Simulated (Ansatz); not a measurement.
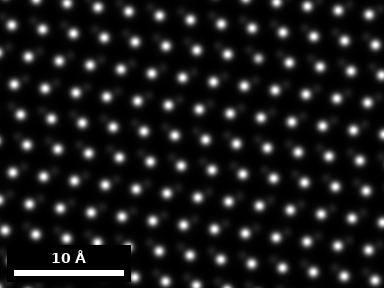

HAADF-like image of ZnO (P6_3mc, No. 186) along [100]. Simulation: incoherent imaging, intensity Z^1.7 per atom, probe width 0.72 Å, thin sample. The probe carries 25 % of its weight in a tail 2.5 times as wide.

The sample is 4 repeats (13.1 Å) thick. One point defect was put into the perfect crystal, without relaxing the atoms around it. Brightness is counted from the darkest point of the image. Host structure: coordinates from a relaxation with DFT PBE, scalar-relativistic, plane waves, PAW (Ansatz 0.2.0); the starting structure was generated, so it need not be a known form of this composition.

> Where is the defect (in Å from the left and the top edge), and what does its contrast suggest?

At about 24 Å from the left and 5 Å from the top. The column is dimmer, which points to a vacancy or a lighter atom. The column holds 4 atoms (Zn) through the sample, and one Zn atom is missing, so its peak drops to about 75 % of that of its equals.
